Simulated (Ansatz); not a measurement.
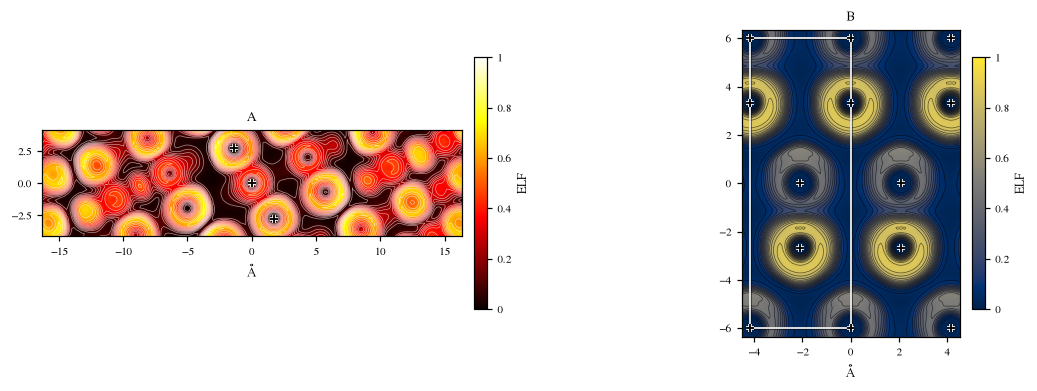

The ELF of 2 systems, each on a plane through atoms (crosses mark nuclei in the plane).

Theory: DFT r2SCAN, scalar-relativistic, plane waves, PAW in Ansatz.

System 1: PbS, the (001) plane of the conventional cell. Space group Cmcm; a generated structure, not necessarily the stable one.

```xyz
8
Lattice="4.1641 0.0000 0.0000 0.0000 12.0094 0.0000 0.0000 0.0000 4.2712" Properties=species:S:1:pos:R:3 pbc="T T T"
Pb    0.0000    1.5675    3.2034
Pb    2.0820    7.5721    3.2034
Pb    0.0000   10.4419    1.0678
Pb    2.0820    4.4372    1.0678
S     0.0000    4.2482    3.2034
S     2.0820   10.2529    3.2034
S     0.0000    7.7612    1.0678
S     2.0820    1.7565    1.0678
```

System 2: Bi₂Te₃, the (111) plane of the conventional cell. Space group R-3m; changed on purpose from its base cell (volume × 0.97, shape and atoms relaxed).

```
Bi Te
1.0
     4.39347    0.00000    0.00000
    -2.19674    3.80486    0.00000
     0.00000    0.00000   31.67720
Bi Te
6 9
Direct
  0.33333 0.66667 0.06470
  0.00000 0.00000 0.39804
  0.66667 0.33333 0.73137
  0.33333 0.66667 0.26863
  0.00000 0.00000 0.60196
  0.66667 0.33333 0.93530
  0.00000 0.00000 0.00000
  0.66667 0.33333 0.33333
  0.33333 0.66667 0.66667
  0.00000 0.00000 0.21458
  0.66667 0.33333 0.54791
  0.33333 0.66667 0.88124
  0.66667 0.33333 0.11876
  0.33333 0.66667 0.45209
  0.00000 0.00000 0.78542
```

### Match each panel to its system.

Panel A is system 2, Bi₂Te₃: the plane holds Bi and Te. Bi–Te (3.06 Å): the ELF peaks at about 0.70 in the valence shell of Te, 1.3 Å from its nucleus, and drops to about 0.35 between the two atoms. Panel B is system 1, PbS: the plane holds Pb and S. Pb–S (2.68 Å): the ELF peaks at about 0.85 in the valence shell of S, 0.8 Å from its nucleus, and drops to about 0.25 between the two atoms.
